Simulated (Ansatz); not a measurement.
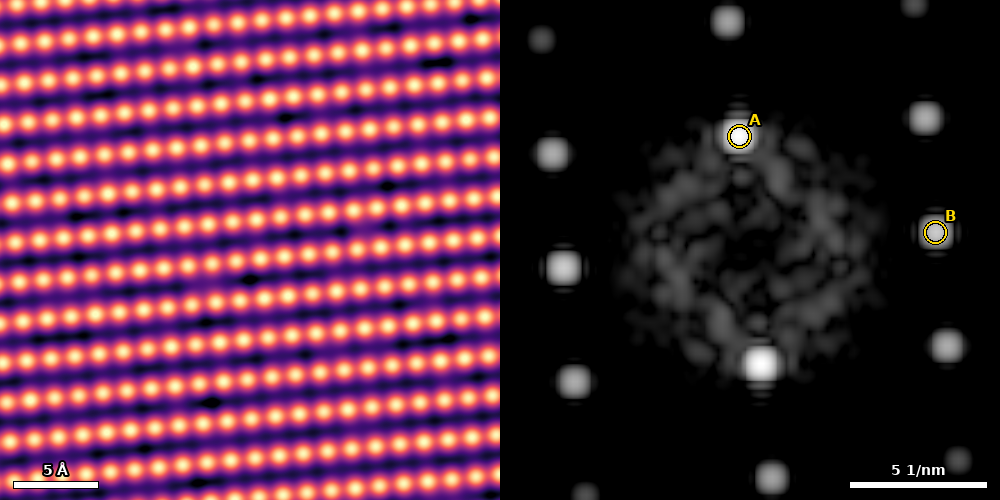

Z-contrast image of Ti (Fm-3m, No. 225) along [211]. Simulated incoherent Z contrast: every atom adds Z^1.6 spread by a probe of 1.04 Å full width; channelling and multiple scattering are left out. The display is stretched by a gamma of 0.65; percentages refer to the linear signal. The speckle of an amorphous layer was added. Structure used: coordinates from a relaxation with DFT, PBE, plane waves (420 eV) with PAW, scalar-relativistic in Ansatz 0.2.0; the starting structure was generated, so it need not be a known form of this composition.

The right panel is the modulus of the image's Fourier transform on a logarithmic scale.

a = 4.112 Å, b = 4.112 Å, c = 4.112 Å, α = 90.00°, β = 90.00°, γ = 90.00°

Index the marked spots and give their plane spacings (the zone axis points at the viewer; indices equivalent by symmetry, or all signs reversed, are as good).

A: (1 -1 -1), d = 2.37 Å; B: (0 -2 2), d = 1.45 Å. A and B enclose 90°, and every spot obeys the zone law hu + kv + lw = 0 for [211].
